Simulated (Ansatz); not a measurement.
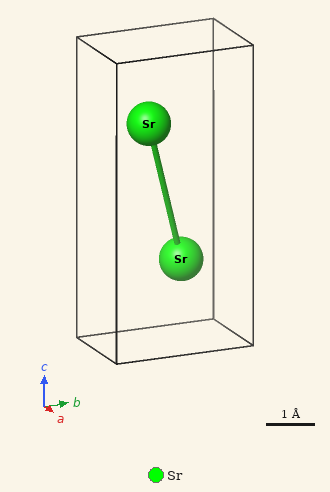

The structure as given in the input (ball-and-stick view of the cell of the calculation, seen slightly off an axis).

# Run report: Sr, single-point calculation

Sr (P6₃/mmc, 2 atoms in the cell), computed with DFT, LDA (PW92), plane waves (420 eV) with PAW, scalar-relativistic, no spin polarisation (Ansatz 0.2.0).

It belongs to a series of runs on one base structure; here: volume × 0.88.

Output:
```
Warning: [file] the record states the generating functional pbe (its physics header spells it `PBE`), which answers neither for hamiltonian.xc's functional nor for the lda family's — results may be inconsistent (PPs are generated against a specific XC)
Engine: ansatz 0.2.0, x86_64-unknown-linux-gnu
Pseudopotentials: kind: paw
Pseudopotential: Sr, paw, valence charge 10, recommended cutoff 420 eV (normal), [file]
Functional definition: SPW92
  exchange = slater_x
  correlation = pw_c
Crystal: 2 atoms, lattice volume = 86.242 Å³
Basis set: ecut = 420 eV, 1713 PW (Γ)
Bands: 14, of which v1, the nominal top of the filled ones, is band 10 counted from 1 (9 counted from 0)
Symmetry: 24 space group operations
Space group: P63/mmc (ITA 194), of the structure as read, at distance tolerance 4.4e-5 Å
k-points: 56 of 600
Non-local potential: Sr, projectors of the file, l = 0: 3, l = 1: 2, l = 2: 2
PAW form: soft (Blöchl's): semilocal exchange-correlation on the pseudo side does not see the compensation charge
PAW frozen core: Sr, regenerated for the run's functional, and the local potential with it (the file was generated under x = pbe(κ = 0.804, μ = 0.2195149727645171), c = pbe(β = 0.06672455060314922))
PAW one-centre angular grid: Sr, 110 points (default); XC on 64 Gauss nodes
Initial density: superposition of atomic densities (neutral atoms: chi_scale 0, normalization atom), corrected by the library's trained network
Initial wavefunctions: pseudopotential atomic-orbital guess
Functional: x = slater, c = lda
SCF iter   1: F=—  HF=-6888.598047 eV  |F-HF|=—  |Δ(HF+E_count)|=         —  Δρ=3.98e-3  dr2=6.60e-3  ethr=1.77e-3  ⟨swp⟩=7.6  Hψ=5589  notcnv=0
preconditioner: auto → Kerker (q_TF=auto, 2.139 Å⁻¹)  [metal: Δε(μ)=0.058 eV  Ē_g=2.460 eV  σ=0.100 eV  W_gap=0.14  n_scr=22 (ndim 8)  ℏωp=8.0 eV  f_vac=0.000  D(μ)=2.40/eV (n_scr^D=22)]
SCF iter   2: F=—  HF=-6888.597884 eV  |F-HF|=—  |Δ(HF+E_count)|=   1.63e-4  Δρ=2.04e-3  dr2=2.44e-3  ethr=3.30e-5  ⟨swp⟩=2.4  Hψ=1679  notcnv=0
SCF iter   3: F=—  HF=-6888.597672 eV  |F-HF|=—  |Δ(HF+E_count)|=   2.13e-4  Δρ=2.86e-4  dr2=1.33e-4  ethr=1.22e-5  ⟨swp⟩=1.2  Hψ=801  notcnv=0
SCF iter   4: F=—  HF=-6888.597649 eV  |F-HF|=—  |Δ(HF+E_count)|=   2.23e-5  Δρ=1.09e-4  dr2=4.11e-6  ethr=6.63e-7  ⟨swp⟩=2.2  Hψ=1008  notcnv=0
SCF iter   5: F=—  HF=-6888.597647 eV  |F-HF|=—  |Δ(HF+E_count)|=   2.54e-6  Δρ=3.51e-5  dr2=5.46e-7  ethr=2.06e-8  ⟨swp⟩=2.2  Hψ=1116  notcnv=0
SCF iter   6: F=-6888.597647 eV  HF=-6888.597647 eV  |F-HF|=3.02e-9  |Δ(HF+E_count)|=   1.27e-9  Δρ=2.91e-6  dr2=5.04e-9  ethr=5.00e-10  ⟨swp⟩=5.1  Hψ=2918  notcnv=0
SCF 1 converged in 6 iterations: F = -6888.597647 eV  dr2 = 5.04e-9
  greatest PAW one-centre occupation: 0.988 electrons in one spin orbital (limit 2), on the Sr atom at site 1 (counted from 0), in its partial waves of l = 0
SCF converged after 6 iterations
Free energy (F): -6888.597647 eV
Harris-Foulkes:  -6888.597647 eV  (|F-HF|=3.02e-9)
Internal energy: -6888.515917 eV  (E = F + TS)
E sigma→0 (E₀):  -6888.556782 eV
Entropy (-TS):   -0.081730 eV (-40.865 meV/atom)
Fermi energy:    6.663587 eV
--- Per-component energies (eV) ---
  E_band       = -232.075157
  E_kinetic    = 487.756299
  E_local      = -1413.394080  (includes V_loc(G=0)·N_el)
  E_nonlocal   = 414.345821
  E_hartree    = 343.144408
  E_xc         = -340.553831
  E_vxc        = -320.217401  (∫ρ·V_xc dr)
  E_paw        = -5194.420653  (= ΣΔE_a)
  E_vpaw       = -86.853881  (= ΣTr[D̂ρ^β])
  E_aug_tail   = -0.000003  (compensation charges beyond the density's cutoff)
  E_ewald      = -1185.982147
  E_core_change = 0.588271  (= ΣΔE_core)
  E_smearing   = -0.081730  (= −TS)
  E_closure    = -0.000000  (closes the sum)
  Σ components = -6888.597647   (vs F -6888.597647, Δ=0.00e0)
--- Stress (GPa, compression-positive) ---
        1.919528       0.000000       0.000000
       -0.000000       1.919528       0.000000
        0.000000       0.000000       2.128429
  P = ⅓ Tr σ = 1.9892 GPa (19.892 kbar)
```

This output came from the following input.

Input file:
```yaml
crystal:
  lattice:
    - [3.9321760663, 0.0, 0.0]
    - [-1.9660880331, 3.4053643655, 0.0]
    - [0.0, 0.0, 6.4405319498]
  atoms:
    - { symbol: Sr, position: [0.3333333333, 0.6666666667, 0.25] }
    - { symbol: Sr, position: [0.6666666667, 0.3333333333, 0.75] }
hamiltonian:
  xc: lda
  pseudopotentials:
    kind: paw
    azcp:
      Sr: "pseudopotentials/Sr.paw.azcp"
basis:
  ecutwfc: 420
  fft_grid_basis: typed
kpoints:
  mp_grid: { grid: [10, 10, 6], shift: [0, 0, 0] }
magnetization:
  spin_polarized: false
scf:
  occupations: { method: fermi_dirac, width: 0.1 }
  lower_state_search: "off"
output:
  stress: true
```

Key numbers:

| quantity | value |
| --- | --- |
| outcome | converged |
| space group (tolerance 0.01 Å) | P6₃/mmc (194) |
| electrons treated | 20 |
| free energy | −6888.5976 eV |
| Fermi energy | 6.664 eV |
| pressure | 1.99 GPa |
| hardware | 2 threads of Intel Xeon @ 2.50GHz (Skylake/Cascade Lake), 192 GiB of memory available, shared host |
| wall time | 1.6 s (CPU time 2.8 s) |
| peak memory | 0.4 GiB |

Remarks:

Warnings of the run: the PAW datasets were made with another functional.
